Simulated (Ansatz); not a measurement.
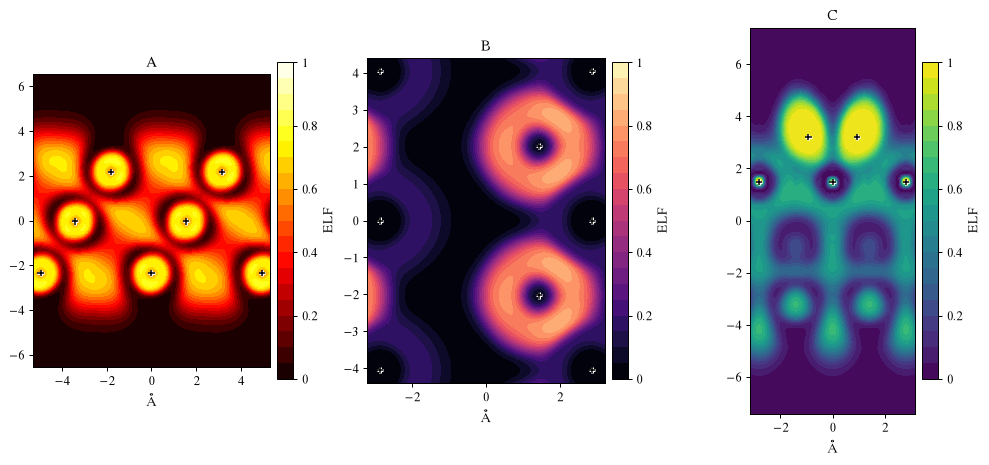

The ELF of 3 systems, each on a plane through atoms (crosses mark nuclei in the plane).

The calculation used DFT PBE, scalar-relativistic, plane waves, PAW (Ansatz).

System 1: ZnSe, the (110) plane of the conventional cell. Space group F-43m; PAW files of the earlier set (soft_1).

```
Zn Se
1.0
     5.73167    0.00000    0.00000
     0.00000    0.00000   -5.73167
     0.00000    5.73167    0.00000
Zn Se
4 4
Cartesian
  2.8658 0.0000 -2.8658
  0.0000 2.8658 -2.8658
  0.0000 0.0000 0.0000
  2.8658 2.8658 0.0000
  4.2987 1.4329 -4.2987
  1.4329 4.2987 -4.2987
  1.4329 1.4329 -1.4329
  4.2987 4.2987 -1.4329
```

System 2: Ti₃Al₃H (slab), the (010) plane of the calculation cell, a cut from vacuum to vacuum. A point of a scan over the structure, not its minimum; not relaxed (largest force 1.4 eV/Å); computed without spin polarisation; PAW files of the earlier set (soft_1).

```xyz
14
Lattice="5.6437 0.0000 0.0000 0.0000 4.9580 0.0000 0.0000 0.0000 22.6872" Properties=species:S:1:pos:R:3 pbc="T T T"
Ti    0.0000    1.6061    4.0000
Ti    2.8219    1.6061    4.0000
Al    1.4109    4.0851    4.0000
Al    4.2328    4.0851    4.0000
Ti    0.0000    3.1615    6.3057
Ti    2.8219    3.1615    6.3057
Al    1.4109    0.6950    6.2848
Al    4.2328    0.6950    6.2848
Ti    0.0000    4.7571    8.5306
Ti    2.8219    4.7571    8.5306
Al    1.4109    2.2635    8.6871
Al    4.2328    2.2635    8.6871
H     0.4864    2.2635   10.4173
H     2.3354    2.2635   10.4173
```

System 3: TiAl (slab), the (100) plane of the calculation cell, a cut from vacuum to vacuum. Not relaxed (largest force 0.3 eV/Å); computed without spin polarisation; PAW files of the earlier set (soft_1).

```
CELL_PARAMETERS angstrom
5.64371 0.00000 0.00000
0.00000 4.95804 0.00000
0.00000 0.00000 22.68715
ATOMIC_POSITIONS crystal
Ti 0.00000 0.32393 0.17631
Ti 0.50000 0.32393 0.17631
Al 0.25000 0.82393 0.17631
Al 0.75000 0.82393 0.17631
Ti 0.00000 0.63765 0.27794
Ti 0.50000 0.63765 0.27794
Al 0.25000 0.14017 0.27702
Al 0.75000 0.14017 0.27702
Ti 0.00000 0.95948 0.37601
Ti 0.50000 0.95948 0.37601
Al 0.25000 0.45653 0.38291
Al 0.75000 0.45653 0.38291
```

Question: Match each panel to its system.

Answer: Panel A is system 3, TiAl: the plane holds Ti. Ti–Ti (2.74 Å): the ELF is about 0.30 at the midpoint. Panel B is system 1, ZnSe: the plane holds Zn and Se. Zn–Se (2.48 Å): the ELF is about 0.60 at the midpoint. Panel C is system 2, Ti₃Al₃H: the plane holds Al and H. Al–H (1.96 Å): the ELF climbs to about 1 towards the hydrogen.
